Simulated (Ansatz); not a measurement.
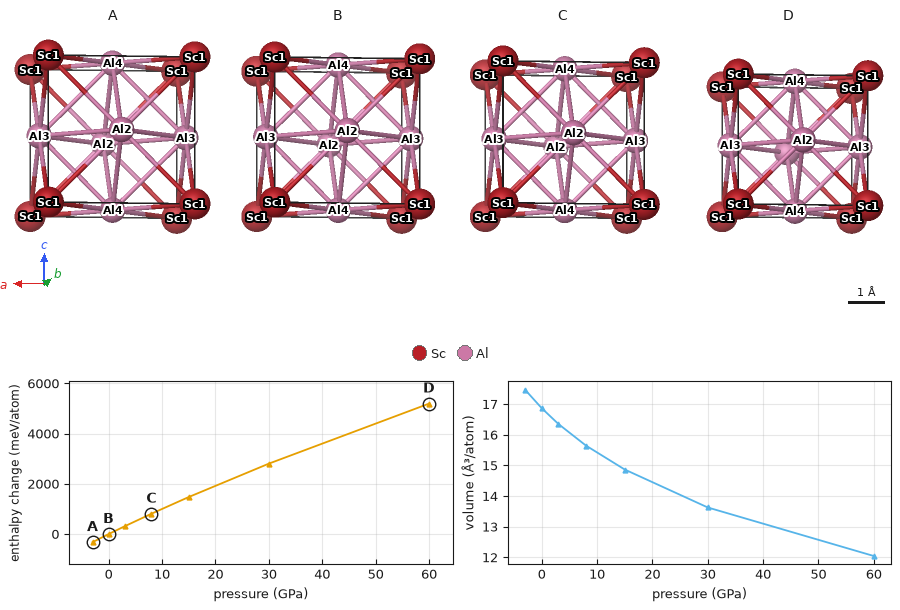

Members of a series of calculations on crystalline ScAl₃ (set up in Pm-3m), marked on the first curve. The picture is a ball-and-stick view of the cell of the calculation, seen from a free direction.

Computed with DFT PBEsol, scalar-relativistic, plane waves, PAW (Ansatz 0.2.0). Settings: plane-wave cutoff 420 eV; occupations gaussian; smearing width 0.1 eV; no spin polarisation. The k-mesh is chosen for each cell (10×10×10, 12×12×12).

> How does the crystal respond to pressure?

The structure is relaxed at several pressures. A (pressure −3.0 GPa): enthalpy change −321 meV/atom, volume 17.47 Å³ per atom. B (pressure 0.0 GPa): enthalpy change 0.0 meV/atom, volume 16.87 Å³ per atom. C (pressure 8.0 GPa): enthalpy change 810 meV/atom, volume 15.65 Å³ per atom. D (pressure 60.0 GPa): enthalpy change 5198 meV/atom, volume 12.05 Å³ per atom. The rest compares A with D. The drawn cell changes as follows: a = b = c 4.119 → 3.639 Å (−11.7 %); the volume changes by −31.1 %. Some distances before and after: Al–Sc 2.913 → 2.573 Å, Al–Al 2.913 → 2.573 Å.
